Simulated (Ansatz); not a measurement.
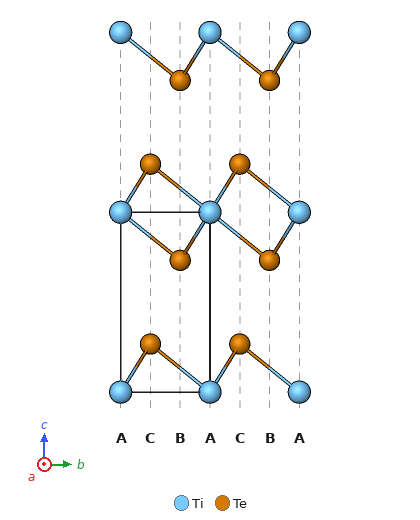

Projection along an edge of the hexagonal mesh, stacking direction c upwards. The dashed lines mark the three columns A (0, 0), B (1/3, 2/3) and C (2/3, 1/3). The sequence starts with the first layer at or above the cell's origin.

TiTe₂ (space group P-3m1, No. 164): the end point of a relaxation with DFT PBEsol, scalar-relativistic, plane waves, PAW in Ansatz 0.2.0.

Question: Read off the stacking sequence over one period.

Answer: Ti(A) – Te(C) – Te(B) (three layers in 6.45 Å).

Question: How are the Te layers alone stacked?

Answer: Te layers alone: CB, the hexagonal close-packed type.

Question: Which positions between or in the Te layers do the other atoms fill?

Answer: Ti: one octahedral site in each hexagonal cell. One of the two gaps between Te layers is empty, 3.00 Å wide.

Question: What short polytype symbol fits?

Answer: Polytype symbol 1T, the symbol of a layered MX2 polytype (number of slabs in the repeat and lattice).
